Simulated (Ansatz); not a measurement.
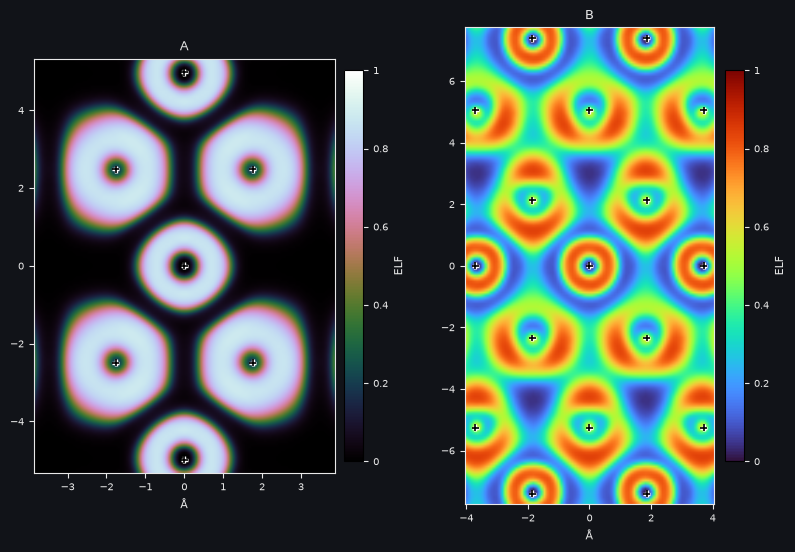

The electron localisation function of 2 systems, each on a plane through atoms (crosses mark nuclei in the plane).

All numbers below come from Ansatz, DFT PBE, scalar-relativistic, plane waves, PAW.

System 1: SrCl₂, the (011) plane of the conventional cell. Space group Fm-3m.

```
Sr Cl
1.0
     7.04096    0.00000    0.00000
     0.00000    7.04096    0.00000
     0.00000    0.00000    7.04096
Sr Cl
4 8
Direct
  0.00000 0.00000 0.00000
  0.50000 0.50000 0.00000
  0.50000 0.00000 0.50000
  0.00000 0.50000 0.50000
  0.25000 0.25000 0.25000
  0.75000 0.75000 0.25000
  0.75000 0.25000 0.75000
  0.25000 0.75000 0.75000
  0.75000 0.25000 0.25000
  0.25000 0.75000 0.25000
  0.25000 0.25000 0.75000
  0.75000 0.75000 0.75000
```

System 2: ZrSi₂, the (001) plane of the conventional cell. Space group Cmcm.

Match each panel to its system.

Answer. Panel A is system 1, SrCl₂: the plane holds Sr and Cl. Sr–Cl (3.05 Å): the ELF peaks at about 0.90 in the valence shell of Cl, 0.8 Å from its nucleus, and drops to about 0.05 between the two atoms: a closed-shell, largely ionic contact. Panel B is system 2, ZrSi₂: the plane holds Zr and Si. Zr–Si (2.83 Å): the ELF peaks at about 0.80 in the valence shell of Si, 1.0 Å from its nucleus, and is about 0.35 at the midpoint.
